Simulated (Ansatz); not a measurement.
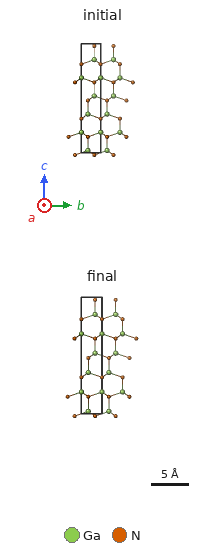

The structure of crystalline GaN (a generated structure, set up in P6_3mc) (coarse preliminary run) before (top) and after (bottom) a relaxation, at one scale.

A ball-and-stick model of the cell of the calculation, repeated 1 × 2 × 1 with one cell outlined, seen along the a axis.

Method: DFT PBE, scalar-relativistic, plane waves, PAW in Ansatz 0.2.0. (plane-wave cutoff 420 eV; k-point mesh 6 × 6 × 2; occupations gaussian; smearing width 0.1 eV; no spin polarisation; cell and atoms relaxed; force threshold 0.04 eV/Å; at most 70 steps)

> Describe what moved and what it gained.

Over 5 accepted moves (7 points after the start) the energy falls by 289 meV per atom. Largest force component: 0.039 eV/Å at the start, 0.00053 eV/Å at the end. Pressure: 52.33 GPa at the start and 0.14 GPa at the end. The SCF was repeated twice at an unchanged geometry on a basis and grid sized afresh for the cell, which shifted the energy by 15.9 meV per atom at most. The atoms keep their places relative to the cell (all moves are under 0.005 Å). The drawn cell changes as follows: a = b 3.011 → 3.216 Å (+6.8 %), c 14.751 → 15.741 Å (+6.7 %); the volume changes by +21.7 %. Among the contacts that change: Ga–N 1.844 → 1.969 Å. The space group stays P6_3mc (No. 186).
